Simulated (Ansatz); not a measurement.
The structure in question:

```
Al O
1.0
     4.80857    0.00000    0.00000
    -2.40428    4.16434    0.00000
     0.00000    0.00000   13.12483
Al O
12 18
Direct
  0.33333 0.66667 0.31454
  0.66667 0.33333 0.18546
  0.66667 0.33333 0.48121
  0.00000 0.00000 0.35212
  0.00000 0.00000 0.64788
  0.33333 0.66667 0.51879
  0.33333 0.66667 0.81454
  0.66667 0.33333 0.68546
  0.66667 0.33333 0.98121
  0.00000 0.00000 0.85212
  0.00000 0.00000 0.14788
  0.33333 0.66667 0.01879
  0.02717 0.66667 0.41667
  0.69384 0.69384 0.25000
  0.63950 0.97283 0.41667
  0.33333 0.36050 0.41667
  0.00000 0.30616 0.25000
  0.30616 0.00000 0.25000
  0.69384 0.00000 0.75000
  0.36050 0.02717 0.58333
  0.30616 0.30616 0.75000
  0.00000 0.69384 0.75000
  0.66667 0.63950 0.58333
  0.97283 0.33333 0.58333
  0.36050 0.33333 0.08333
  0.02717 0.36050 0.91667
  0.97283 0.63950 0.08333
  0.66667 0.02717 0.08333
  0.33333 0.97283 0.91667
  0.63950 0.66667 0.91667
```

Before looking at a picture, describe the arrangement of atoms.

Formula: Al2O3. Space group R-3c (No. 167), lattice rhombohedral (trigonal R). It belongs to the family called corundum. Counting shared atoms by their share gives 12 Al, 18 O, or 30 atoms. Around each Al lie six O in a distorted octahedral arrangement at 1.87 to 1.99 Å. The coordination shell of O holds four Al at 1.87 to 1.99 Å. The bonds build a three-dimensional framework.

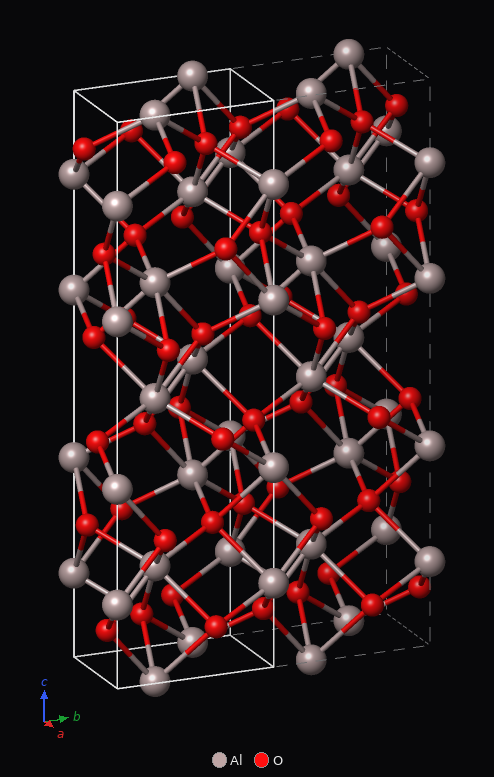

Shown here is a ball-and-stick view of the crystal, taken slightly off an axis. The structure is repeated 1×2×1 times; solid lines mark one conventional unit cell. Colours: aluminium light grey, oxygen red.

Origin of the cell: a structure listed in the Materials Project. Relaxation method: Ansatz 0.2.0, DFT PBE, scalar-relativistic, plane waves, PAW.
